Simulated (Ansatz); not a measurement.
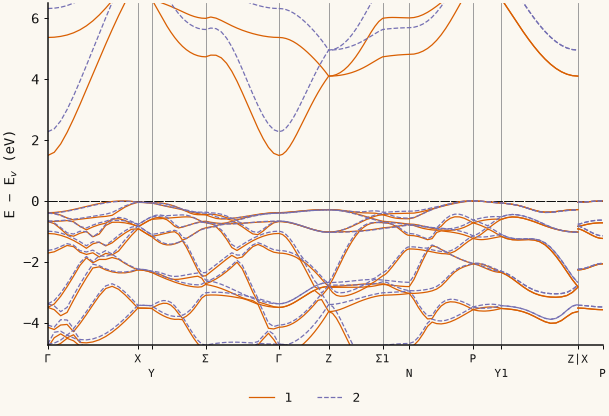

Band structures of SnO₂, space group I4_1/amd, 6 atoms in the primitive cell (a = 4.000 Å, c = 10.247 Å (tetragonal axes)), by two methods on the same cell. Each is counted from its own valence-band top.

Question: Which curve is which? The methods: r2SCAN, LDA.

Answer: 1 is LDA; 2 is r2SCAN. LDA gives a gap of 1.49 eV along the path and r2SCAN gives a gap of 2.27 eV along the path.

Settings. LDA: Ansatz PAW, no spin polarisation, no spin-orbit coupling, 9×9×9 k mesh, 420 eV cutoff, Fermi-Dirac smearing of 0.05 eV (Ansatz). r2SCAN: Ansatz PAW, no spin polarisation, no spin-orbit coupling, 9×9×9 k mesh, 500 eV cutoff, Fermi-Dirac smearing of 0.05 eV (Ansatz).

In reduced coordinates of the cell that was run, X is (−0.5, 0.5, 0), Y is (−0.5, 0.5, −0.076), Σ is (−0.288, 0.288, −0.288), Z is (0.5, 0.5, −0.5), Σ1 is (0.288, 0.712, −0.712), N is (0, 0.5, −0.5), P is (−0.25, 0.75, −0.25) and Y1 is (0.076, 0.924, −0.5). The cell is at −1 GPa in r2SCAN and −4 GPa in LDA. The PAW data sets were made with another functional. LDA, GGA and most meta-GGA functionals understate gaps. The usual form of SnO2 is rutile.
